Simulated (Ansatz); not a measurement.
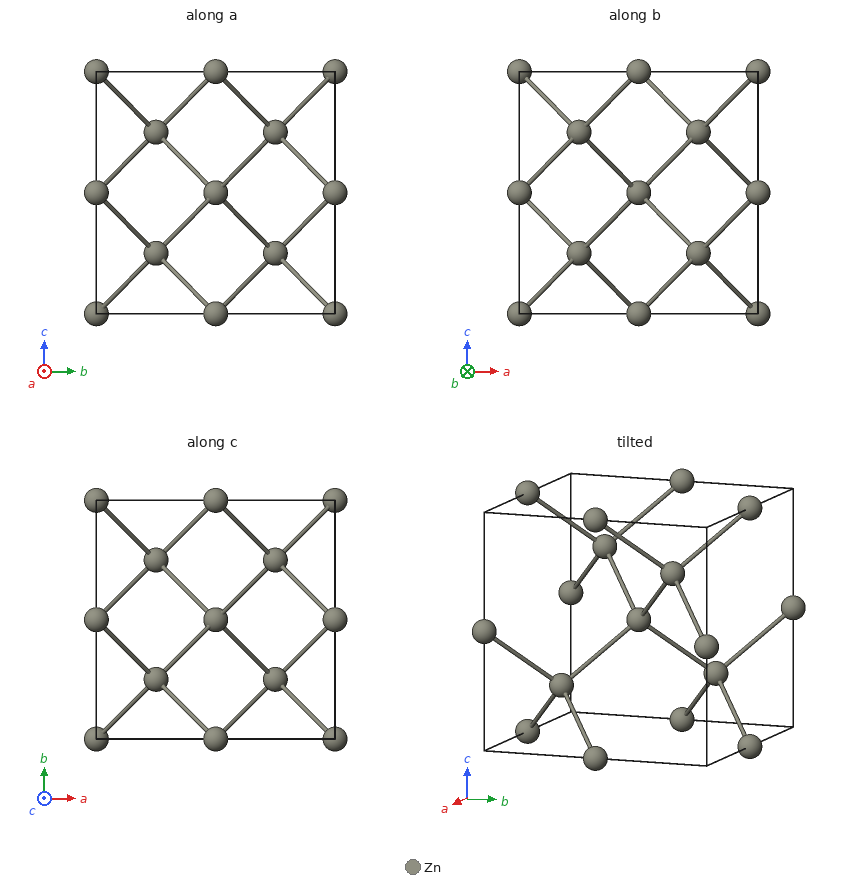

This ball-and-stick model is shown along the a axis, along the b axis, along the c axis and slightly off an axis. The lines enclose the drawn cell (a repeat of the simulation cell); boundary atoms appear with their images.

Lattice parameters: a = 5.789 Å, b = 5.789 Å, c = 5.876 Å, α = 90.00°, β = 90.00°, γ = 90.00°. Put a along x and b in the xy plane.

### Put the structure into a POSCAR file.

```
Zn
1.0
     5.789    0.000    0.000
     0.000    5.789    0.000
     0.000    0.000    5.876
Zn
8
Direct
  0.5000 0.0000 0.0000
  0.7500 0.2500 0.2500
  0.0000 0.5000 0.0000
  0.2500 0.7500 0.2500
  0.0000 0.0000 0.5000
  0.2500 0.2500 0.7500
  0.5000 0.5000 0.5000
  0.7500 0.7500 0.7500
```

The model was built from a structure type filled with this element by a generator (whether the element takes this form wasn't checked). The cell was then strained or its atoms displaced on purpose. It was run through Ansatz as a DFT input.
